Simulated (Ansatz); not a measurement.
## Geometry relaxation, with input and output: ZrO2

The run: geometry relaxation of ZrO2 (3 atoms in the cell). Method and program: DFT PBE, scalar-relativistic, plane waves, PAW, no spin polarisation (Ansatz 0.2.0).

The structure was made by a generator, so it may or may not be a known phase.

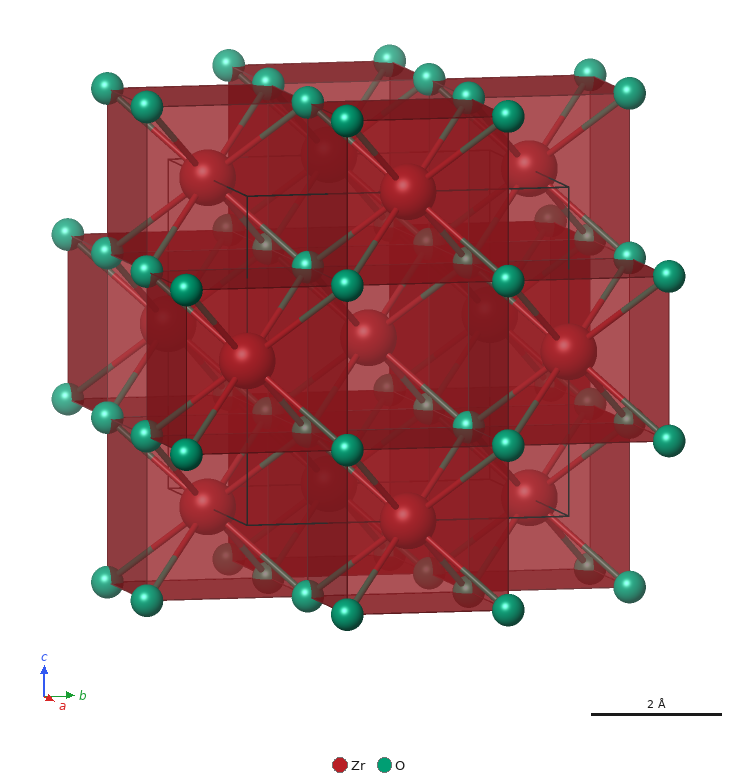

Figure 1. The structure as given in the input (polyhedral view of the cell 4 times as large as that of the calculation, set on its symmetry axes, seen slightly off an axis; polyhedra are completed across the faces of the cell). An atom can appear more than once, as a periodic image.

Summary:

| quantity | value |
| --- | --- |
| outcome | converged |
| space group (tolerance 0.01 Å) | Fm-3m (225) |
| electrons treated | 24 |
| free energy | −5323.8204 eV |
| Fermi energy | 11.907 eV |
| gap on the k-point mesh | 3.32 eV |
| pressure | 0.00 GPa |
| final volume | 33.47 Å³ |
| largest force (length of the vector) at the end | under 0.001 eV/Å |
| final cell | a = 3.617 Å, b = 3.617 Å, c = 3.617 Å, α = 60.00°, β = 60.00°, γ = 60.00° |
| hardware | 1 thread of Intel Xeon @ 2.70GHz, 189 GiB of memory available, shared host |
| wall time | 5.7 s |
| peak memory | 0.33 GiB |

Input file:
```yaml
crystal:
  lattice:
    - [0.0, 2.558001515, 2.558001515]
    - [2.558001515, 0.0, 2.558001515]
    - [2.558001515, 2.558001515, 0.0]
  atoms:
    - { symbol: Zr, position: [0.5, 0.5, 0.5] }
    - { symbol: O, position: [0.25, 0.25, 0.25] }
    - { symbol: O, position: [0.75, 0.75, 0.75] }
basis:
  ecutwfc: 420
kpoints:
  mp_grid: { grid: [8, 8, 8] }
hamiltonian:
  xc: pbe
scf:
  occupations: { method: fixed }
output:
  forces: true
  stress: true
  eigenvalues: true
  write_density: true
  write_potential: true
  elf: true
  volumetric_format: npy
relax:
  adjacent_minimum: "off"
  f_tol: 0.001
  max_steps: 60
  cell: { stress_tol: 0.01 }
```

Launch command:
```bash
ansatz run input.yaml --threads 1 --pin off --max-ram 2560MiB --backend cpu --events-out ev --progress --plain --runs-dir out
```

The program's output:
```
Engine: ansatz 0.2.0, x86_64-unknown-linux-gnu
Pseudopotentials: kind: paw
Pseudopotential: Zr, paw, valence charge 12, recommended cutoff 420 eV (normal), Zr.paw.azcp
Pseudopotential: O, paw, valence charge 6, recommended cutoff 420 eV (normal), O.paw.azcp
Functional definition: PBE
  parameter kappa = 0.804
  parameter beta = 0.06672455060314922
  exchange = pbe_x(kappa = kappa, mu = beta*pi^2/3)
  correlation = pbe_c(beta = beta)
Crystal: 3 atoms, lattice volume = 33.476 Å³
Basis set: ecut = 420 eV, 645 PW (Γ), exchange–correlation on 50×50×50 points (8 copies of the dense FFT grid, shifted against one another)
Bands: 16, of which v1, the nominal top of the filled ones, is band 12 counted from 1 (11 counted from 0)
Symmetry: 48 space group operations
Space group: Fm-3m (ITA 225), of the structure as read, at distance tolerance 3.2e-5 Å
k-points: 29 of 512
Non-local potential: Zr, projectors of the file, l = 0: 3, l = 1: 2, l = 2: 2, l = 3: 2
Non-local potential: O, projectors of the file, l = 0: 2, l = 1: 2, l = 2: 1
PAW form: soft (Blöchl's): semilocal exchange-correlation on the pseudo side does not see the compensation charge
PAW one-centre angular grid: Zr, 590 points (default); XC on 64 Gauss nodes
PAW one-centre angular grid: O, 110 points (default); XC on 64 Gauss nodes
Initial density: superposition of atomic densities (neutral atoms: chi_scale 0, normalization atom), corrected by the library's trained network
Initial wavefunctions: pseudopotential atomic-orbital guess
Functional: x = pbe(κ = 0.804, μ = 0.2195149727645171), c = pbe(β = 0.06672455060314922)
SCF iter   1: F=—  HF=-5323.821103 eV  |F-HF|=—  |Δ(HF+E_count)|=         —  Δρ=2.19e-3  dr2=1.11e-3  ethr=1.77e-3  ⟨swp⟩=4.0  Hψ=2041  notcnv=0  defer=58
preconditioner: auto → none  [insulator: Δε(μ)=3.350 eV  Ē_g=17.155 eV  n_scr=14 (ndim 8)  ℏωp=30.1 eV  f_vac=0.026  ε∞_Penn≈4.1]
SCF iter   2: F=—  HF=-5323.820554 eV  |F-HF|=—  |Δ(HF+E_count)|=   5.48e-4  Δρ=1.52e-3  dr2=6.24e-4  ethr=4.62e-6  ⟨swp⟩=2.0  Hψ=1096  notcnv=0  defer=58
SCF iter   3: F=—  HF=-5323.820425 eV  |F-HF|=—  |Δ(HF+E_count)|=   1.29e-4  Δρ=5.65e-4  dr2=1.91e-5  ethr=2.60e-6  ⟨swp⟩=2.0  Hψ=696  notcnv=0  defer=58
SCF iter   4: F=—  HF=-5323.820344 eV  |F-HF|=—  |Δ(HF+E_count)|=   8.16e-5  Δρ=1.49e-4  dr2=1.46e-6  ethr=7.96e-8  ⟨swp⟩=2.0  Hψ=799  notcnv=0  defer=23
iter 5 did not close the SCF: its close was put off for the readings that it lacked (scf_convergence_deferred on its scf_iter line)
SCF iter   5: F=-5323.820350 eV  HF=-5323.820350 eV  |F-HF|=4.20e-8  |Δ(HF+E_count)|=   6.11e-6  Δρ=1.24e-5  dr2=9.93e-9  ethr=6.09e-9  ⟨swp⟩=2.0  Hψ=810  notcnv=0  defer=33
SCF iter   6: F=-5323.820350 eV  HF=-5323.820350 eV  |F-HF|=3.37e-10  |Δ(HF+E_count)|=   4.69e-8  Δρ=9.97e-7  dr2=1.02e-10  ethr=4.14e-11  ⟨swp⟩=8.1  Hψ=3297  notcnv=0
SCF 1 converged in 6 iterations: F = -5323.820350 eV  dr2 = 1.02e-10
  greatest PAW one-centre occupation: 0.995 electrons in one spin orbital (limit 2), on the Zr atom at site 0 (counted from 0), in its partial waves of l = 0
relax step   1: F+E_penalty+E_count = -5323.82034991 eV  Δ(F+E_penalty+E_count) = +0.000e0 eV  max|allowed force component| = 3.469e-18 eV/Å  Δτ_max = 0.0000 Å  P = -0.021 GPa  Ω = 33.476 Å³  (6 SCF iters, dr2 threshold 1.00e-7 eV, accepted)
Crystal: 3 atoms, lattice volume = 33.472 Å³
Initial density: handed on by an earlier stage of this run
Initial wavefunctions: those handed on with the density
iter 1 solved again at ethr=6.00e-10 eV; its pass at ethr=3.10e-3 eV (dr2=1.44e-7 eV) is discarded
SCF iter   1: F=—  HF=-5323.820487 eV  |F-HF|=—  |Δ(HF+E_count)|=         —  Δρ=2.06e-5  dr2=1.16e-7  ethr=6.00e-10  ⟨swp⟩=1.2  Hψ=2070  notcnv=0
preconditioner: auto → none  [insulator: Δε(μ)=3.317 eV  Ē_g=17.142 eV  n_scr=14 (ndim 8)  ℏωp=30.1 eV  f_vac=0.026  ε∞_Penn≈4.1]
SCF iter   2: F=—  HF=-5323.820365 eV  |F-HF|=—  |Δ(HF+E_count)|=   1.23e-4  Δρ=1.79e-5  dr2=1.00e-7  ethr=4.83e-10  ⟨swp⟩=2.0  Hψ=812  notcnv=0
SCF iter   3: F=—  HF=-5323.820365 eV  |F-HF|=—  |Δ(HF+E_count)|=   2.44e-8  Δρ=2.83e-6  dr2=2.88e-9  ethr=4.17e-10  ⟨swp⟩=2.0  Hψ=619  notcnv=0
SCF iter   4: F=-5323.820365 eV  HF=-5323.820365 eV  |F-HF|=7.12e-10  |Δ(HF+E_count)|=  4.87e-10  Δρ=1.55e-6  dr2=9.02e-10  ethr=4.49e-12  ⟨swp⟩=7.8  Hψ=2798  notcnv=0
SCF 2 converged in 4 iterations: F = -5323.820365 eV  dr2 = 9.02e-10
relax step   2: F+E_penalty+E_count = -5323.82036465 eV  Δ(F+E_penalty+E_count) = -1.475e-5 eV  max|allowed force component| = 7.180e-18 eV/Å  Δτ_max = 0.0000 Å  P = +0.004 GPa  Ω = 33.472 Å³  energy of the carried Pulay correction = +1.457e-5 eV  (4 SCF iters, dr2 threshold 1.08e-9 eV, accepted)
Initial wavefunctions: pseudopotential atomic-orbital guess (no wavefunctions were taken with the density)
iter 1 solved again at ethr=1.43e-8 eV; its pass at ethr=3.10e-3 eV (dr2=3.43e-6 eV) is discarded
SCF iter   1: F=—  HF=-5323.820488 eV  |F-HF|=—  |Δ(HF+E_count)|=         —  Δρ=7.31e-6  dr2=1.45e-8  ethr=1.43e-8  ⟨swp⟩=3.1  Hψ=3384  notcnv=0  defer=58
SCF iter   2: F=—  HF=-5323.820365 eV  |F-HF|=—  |Δ(HF+E_count)|=   1.24e-4  Δρ=9.96e-6  dr2=3.05e-8  ethr=6.06e-11  ⟨swp⟩=3.4  Hψ=1068  notcnv=0  defer=56
SCF iter   3: F=—  HF=-5323.820365 eV  |F-HF|=—  |Δ(HF+E_count)|=   6.80e-9  Δρ=2.93e-6  dr2=2.31e-9  ethr=6.06e-11  ⟨swp⟩=2.0  Hψ=637  notcnv=0  defer=56
SCF iter   4: F=—  HF=-5323.820365 eV  |F-HF|=—  |Δ(HF+E_count)|=  1.90e-10  Δρ=1.54e-6  dr2=5.18e-10  ethr=9.63e-12  ⟨swp⟩=2.0  Hψ=501  notcnv=0  defer=56
SCF iter   5: F=-5323.820365 eV  HF=-5323.820365 eV  |F-HF|=9.09e-13  |Δ(HF+E_count)|=  1.10e-10  Δρ=5.74e-8  dr2=5.54e-13  ethr=1.00e-12  ⟨swp⟩=7.2  Hψ=2922  notcnv=0
SCF 3 converged in 5 iterations: F = -5323.820365 eV  dr2 = 5.54e-13
relax step   3: F+E_penalty+E_count = -5323.82036465 eV  Δ(F+E_penalty+E_count) = -5.530e-10 eV  max|allowed force component| = 1.002e-17 eV/Å  Δτ_max = 0.0000 Å  P = +0.004 GPa  Ω = 33.472 Å³  stress off target by 3.75e-3 GPa  SCF on the basis re-selected at this cell (its energy is not comparable with the rows above)  (5 SCF iters)
```

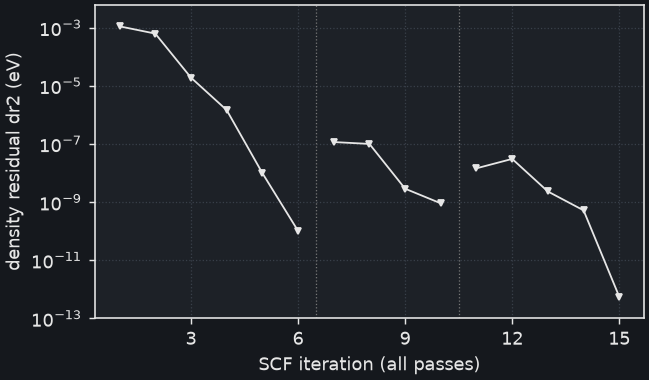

Figure 2. Convergence of the self-consistent field: density residual dr2 against the SCF iteration. The dotted lines part the SCF passes of the relaxation: geometry steps, rejected trials and re-solves on a re-selected basis. The passes take 6, 4 and 5 iterations.

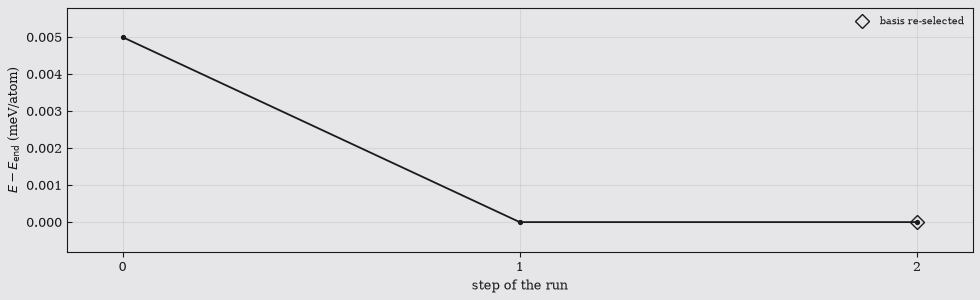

Figure 3. Progress of the relaxation, step by step (the first geometry is step 0 here and step 1 in the log). After 1 geometry step the energy has fallen by next to nothing (0.0 meV per atom). All forces vanish by symmetry, so only the cell relaxes. The pressure goes from −0.02 to 0.00 GPa. No atom moves by more than 0.005 Å. The lattice vectors keep their values. The space group stays Fm-3m (No. 225). A last SCF at the same geometry on a re-selected plane-wave basis shifts the energy by next to nothing (0.0 meV per atom).

```
basis re-selected at this cell: Δ(F+E_penalty+E_count) = -5.530e-10 eV, ΔP = -0.001 GPa vs the last step (what re-selecting the basis moved, of the pressure what is left beyond the Pulay correction that the steps carried, after the strain that the cell walked since its last selection, with what the two solves' SCF thresholds leave and, on support functions, any second-order correction that the steps lacked; it is no measure of the basis error at this ecutwfc). This SCF's stress stands 3.75e-3 GPa from its target on what of the cell is left free (relax.cell.stress_tol is 1.00e-2 GPa) and its largest allowed force component is 1.00e-17 eV/Å (relax.f_tol is 1.00e-3 eV/Å): within both
SCF converged after 5 iterations
Free energy (F): -5323.820365 eV
Harris-Foulkes:  -5323.820365 eV  (|F-HF|=9.09e-13)
Internal energy: -5323.820365 eV  (E = F + TS)
E sigma→0 (E₀):  -5323.820365 eV
Fermi energy:    11.906815 eV
--- Per-component energies (eV) ---
  E_band       = -66.652021
  E_kinetic    = 686.590951
  E_local      = -1151.672167  (includes V_loc(G=0)·N_el)
  E_nonlocal   = 171.103067
  E_hartree    = 379.851514
  E_xc         = -311.769063
  E_vxc        = -382.579672  (∫ρ·V_xc dr)
  E_paw        = -3268.712388  (= ΣΔE_a)
  E_vpaw       = -149.802191  (= ΣTr[D̂ρ^β])
  E_aug_tail   = 0.004986  (compensation charges beyond the density's cutoff)
  E_ewald      = -1829.217265
  E_smearing   = -0.000000  (= −TS)
  E_closure    = -0.000000  (closes the sum)
  Σ components = -5323.820365   (vs F -5323.820365, Δ=0.00e0)
--- Forces (eV/Å), atoms counted from 1 ---
  atom   1  Zr     0.00000000    -0.00000000     0.00000000
  atom   2  O     -0.00000000     0.00000000     0.00000000
  atom   3  O      0.00000000    -0.00000000    -0.00000000
  max |Σ_I F_I| component: 3.47e-18 eV/Å
--- Stress (GPa, compression-positive) ---
        0.003746       0.000000      -0.000000
       -0.000000       0.003746      -0.000000
       -0.000000      -0.000000       0.003746
  P = ⅓ Tr σ = 0.0037 GPa (0.037 kbar)
--- Band table (eV; the first three rows and the last of 29) ---
  k-point 0: bands = ["-36.2470", "-14.0640", "-14.0640", "-14.0640", "-6.2184", "-3.7137", "6.7631", "6.7631", "6.7631", "11.3792", "11.3792", "11.3792", "15.2240", "15.2240", "18.3740", "21.0878"]
  k-point 1: bands = ["-36.2407", "-14.1674", "-14.0737", "-14.0737", "-6.0106", "-3.8641", "6.9105", "6.9105", "7.1696", "11.0130", "11.1067", "11.1067", "15.4995", "15.4995", "18.8435", "20.5885"]
  k-point 2: bands = ["-36.2254", "-14.4015", "-14.0970", "-14.0970", "-5.5587", "-4.1391", "7.2734", "7.2734", "8.1326", "10.2835", "10.6251", "10.6251", "15.8959", "15.8959", "18.6217", "20.4556"]
  k-point 28: bands = ["-36.1894", "-14.5007", "-14.5007", "-14.2309", "-4.5213", "-4.5213", "7.2302", "7.3096", "9.5558", "9.5558", "10.5483", "11.7097", "16.2832", "16.4116", "18.0637", "18.0637"]
--- Relaxed structure (2 steps of the walk, 2 accepted, 1 SCFs on fresh bases) ---
  F+E_penalty+E_count = -5323.82036465 eV   max|allowed force component| = 1.002e-17 eV/Å   (the final SCF, on the basis selected at the relaxed cell)
  cell:  # Å, volume = 33.4725 Å³
    - [-6.369215041119488e-36, 2.557913495907165, 2.557913495907165]
    - [2.557913495907165, 3.184607520559744e-36, 2.557913495907165]
    - [2.557913495907165, 2.557913495907165, -1.5923037602798722e-35]
  atoms:
    - { symbol: Zr, position: [0.5, 0.5, 0.5] }
    - { symbol: O, position: [0.25, 0.25, 0.25] }
    - { symbol: O, position: [0.75, 0.75, 0.75] }
```

Trajectory as extended XYZ (Å, eV, eV/Å), 3 frames, from step=1 to step=3:
```
3
Lattice="0.0000 2.5580 2.5580 2.5580 0.0000 2.5580 2.5580 2.5580 0.0000" Properties=species:S:1:pos:R:3:forces:R:3 step=1 energy=-5323.82035 pressure_GPa=-0.02
Zr    2.5580    2.5580    2.5580    0.0000   0.0000   0.0000
O     1.2790    1.2790    1.2790    0.0000   0.0000   0.0000
O     3.8370    3.8370    3.8370    0.0000   0.0000   0.0000
3
Lattice="0.0000 2.5579 2.5579 2.5579 0.0000 2.5579 2.5579 2.5579 0.0000" Properties=species:S:1:pos:R:3:forces:R:3 step=2 energy=-5323.82036 pressure_GPa=0.00
Zr    2.5579    2.5579    2.5579    0.0000   0.0000   0.0000
O     1.2790    1.2790    1.2790    0.0000   0.0000   0.0000
O     3.8369    3.8369    3.8369    0.0000   0.0000   0.0000
3
Lattice="0.0000 2.5579 2.5579 2.5579 0.0000 2.5579 2.5579 2.5579 0.0000" Properties=species:S:1:pos:R:3:forces:R:3 step=3 energy=-5323.82036 pressure_GPa=0.00
Zr    2.5579    2.5579    2.5579    0.0000   0.0000   0.0000
O     1.2790    1.2790    1.2790    0.0000   0.0000   0.0000
O     3.8369    3.8369    3.8369    0.0000   0.0000   0.0000
```

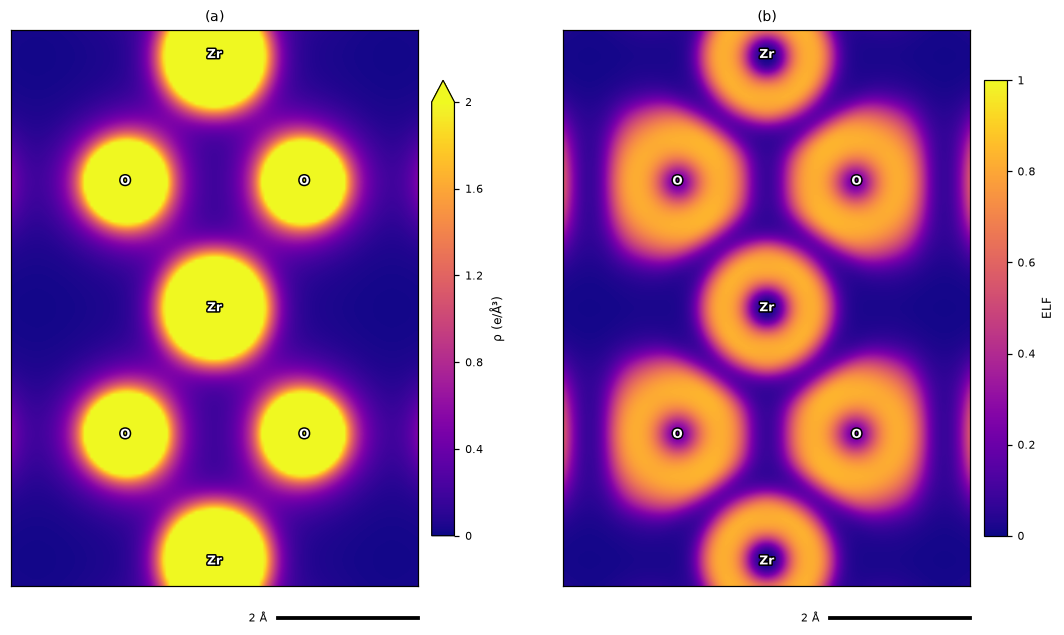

Figure 4. (a) valence charge density (pseudo); (b) ELF on the (011) plane of the conventional cell. Atoms in the plane: Zr and O. Zr–O (2.22 Å): ρ is about 0.51 e/Å³ halfway; the ELF peaks at about 0.85 in the valence shell of O, 0.6 Å from its nucleus, and drops to about 0.20 between the two atoms. Away from the nuclei the density in this plane falls to 0.02 e/Å³ at its lowest. The strong features right at Zr lie inside the PAW spheres (semicore, d or f shells) and say nothing about bonding. Core electrons are frozen (PAW), so the fields are smoothed inside the atomic spheres.

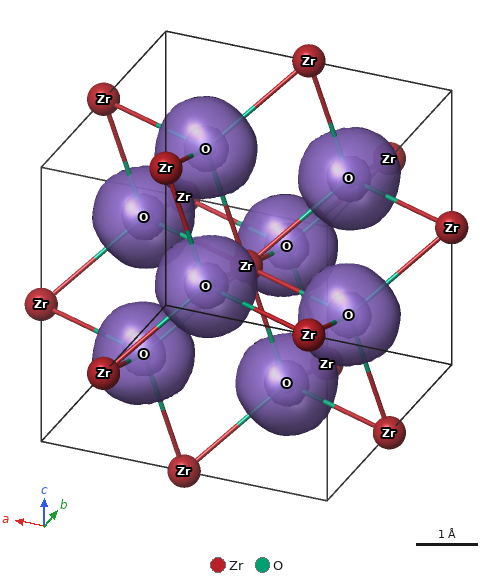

Figure 5. Isosurface of the ELF at 0.7 (purple), seen at an oblique angle. Only the valence region is drawn (cores and ρ < 0.01 e/Å³ removed). Sticks mark near contacts. The outline is the cell set on symmetry axes. Values along the shortest contacts: Zr–O (2.22 Å): the ELF peaks at about 0.85 in the valence shell of O, 0.6 Å from its nucleus, and drops to about 0.20 between the two atoms.
